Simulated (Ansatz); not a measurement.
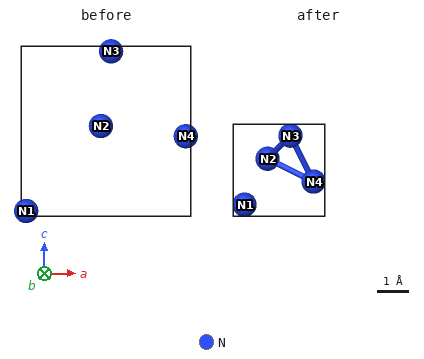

The structure of a crystal of N (set up in P2_13) before (left) and after (right) a relaxation, at one scale.

Style: ball-and-stick. Shown: the cell of the calculation, along the b axis.

Level of theory: DFT PBEsol, scalar-relativistic, plane waves, PAW (Ansatz 0.2.0).

Input
```yaml
crystal:
  lattice:
    - [5.649, 0.0, 0.0]
    - [0.0, 5.649, 0.0]
    - [0.0, 0.0, 5.649]
  atoms:
    - { symbol: "N", position: [0.03, 0.03, 0.03] }
    - { symbol: "N", position: [0.47, 0.97, 0.53] }
    - { symbol: "N", position: [0.53, 0.47, 0.97] }
    - { symbol: "N", position: [0.97, 0.53, 0.47] }
basis:
  ecutwfc: 420
kpoints:
  mp_grid: { grid: [8, 8, 8] }
hamiltonian:
  xc: pbesol
scf:
  occupations: { method: gaussian, width: 0.1 }
output:
  forces: true
  stress: true
  eigenvalues: true
relax:
  adjacent_minimum: "off"
  f_tol: 0.005
  max_steps: 80
  cell: { stress_tol: 0.05 }
```

**What changed between the two?**

The run was cut off at its time limit before the relaxation converged, so the last structure is only a point on the way. After 10 geometry steps the energy has fallen by 18.445 eV per cell of the calculation. Largest force component: 0.22 eV/Å at the start, 0.013 eV/Å at the end. The pressure goes from −4.03 to 6.21 GPa. The largest moves relative to the cell, 0.50 Å, are those of N1, N2, N3 and N4. N2 goes along [−1 −1 1]. The volume changes by −84.2 %, with a = b = c 5.649 → 3.055 Å (−45.9 %). Some distances before and after: N1–N2 3.778 → 1.871 Å. The space group (tolerance 0.01 Å) goes from P2_13 (No. 198) to P4_332 (No. 212). The run took of the order of 2.3 core-minutes on a shared host.
